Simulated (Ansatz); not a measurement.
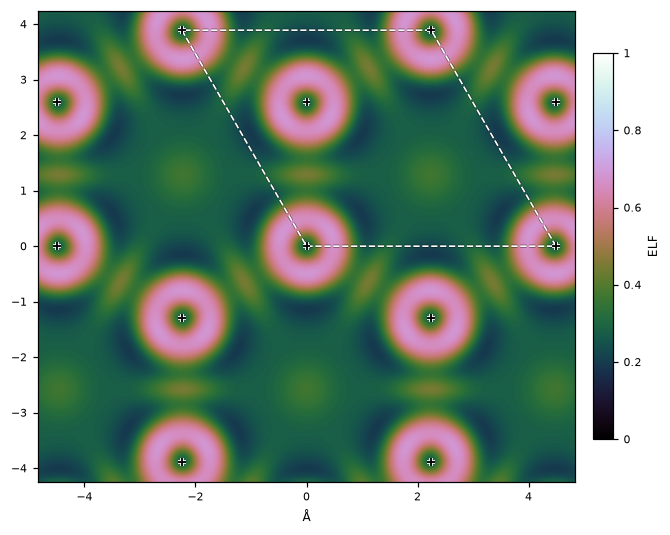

The electron localisation function on a plane through atoms (crosses mark nuclei in the plane).

The calculation used Ansatz, DFT, PBE, plane waves (420 eV) with PAW, scalar-relativistic.

Candidates:
A. Ir, a = 4.49 Å, b = 4.49 Å, c = 2.77 Å, α = 90.00°, β = 90.00°, γ = 120.00°. Space group P6/mmm; set up as Ir, omega (AlB2-type); a generated structure, not necessarily the stable one; changed on purpose from its base cell (volume × 1.08); computed pressure about −20 GPa in this cell; the program warned that a starting moment wasn't kept; spin-polarised, but the moments vanished.
B. Rh, a = 2.54 Å, b = 2.54 Å, c = 2.54 Å, α = 90.00°, β = 90.00°, γ = 90.00°. Space group Pm-3m; set up as Rh, simple cubic; a generated structure, not necessarily the stable one; the program warned that a starting moment wasn't kept; spin-polarised, but the moments vanished.
C. La, a = 6.03 Å, b = 6.03 Å, c = 3.67 Å, α = 90.00°, β = 90.00°, γ = 120.00°. Space group P6/mmm; set up as La, omega (AlB2-type); a generated structure, not necessarily the stable one; changed on purpose from its base cell (volume × 1.04); the program warned that a starting moment wasn't kept; spin-polarised, but the moments vanished.

Which system is this?

Answer. Candidate A: Ir on the (001) plane of the conventional cell, which holds Ir. Ir–Ir (2.59 Å): the ELF is about 0.45 at the midpoint.
